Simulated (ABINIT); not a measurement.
Hubbard response calculation, with input and output: NiSi$_{2}$ (part 4 of 4)

The same run, continued: NiSi$_{2}$ (Fm-3m, 3 atoms in the cell); Kohn-Sham DFT of a periodic cell, PBEsol, DFT+U, JTH PAW PBE v2.0, spin-polarised (ABINIT 10.8.3); cutoff 1115.67 eV, 2×2×2 k-mesh, fermi-dirac of 0.05 eV, collinear spins. The structure derives from an entry of the Crystallography Open Database. The settings are looser than a standard set-up, so the numbers are not reference values.

Geometry of the input (Å; fractional positions):
```
0.0000  2.6962  2.6962
2.6962  0.0000  2.6962
2.6962  2.6962  0.0000
Ni 0.0000  0.0000  0.0000
Si 0.7500  0.7500  0.7500
Si 0.2500  0.2500  0.2500
```

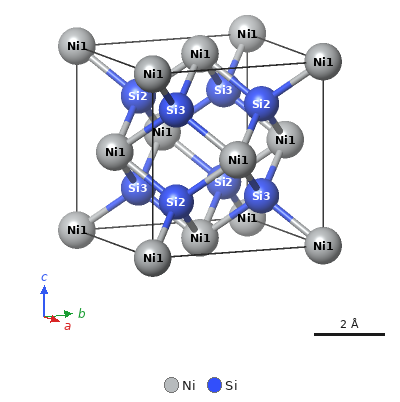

The structure (ball-and-stick view of the cell 4 times as large as that of the calculation, set on its symmetry axes, seen slightly off an axis; atoms are numbered from 1 in the order of the input). An atom can appear more than once, as a periodic image.

### Results in brief

| quantity | value |
| --- | --- |
| outcome | converged |
| space group (tolerance 0.01 Å) | Fm-3m (225) |
| electrons treated | 26 |
| free energy | −4859.9375 eV |
| Fermi energy | 10.112 eV |
| gap on the k-point mesh | none (metallic) |
| net moment of the cell | 0.00 μB |
| pressure | 2.61 GPa |
| largest force (length of the vector) | under 0.001 eV/Å |
| hardware | 1 thread of Intel Xeon @ 2.90GHz (Ice Lake), 192 GiB of memory available, shared host |
| wall time | 3.8 min |
| peak memory | 0.19 GiB |

### Remarks

Settings chosen away from the usual ones: diemix set to 0.9; k set to [2, 2, 2] (from [4, 4, 4]). The settings depart from the standard set-up of this series, which can bear on the numbers. Points of doubt noted for this run: cell small for linear response; moments collapsed.
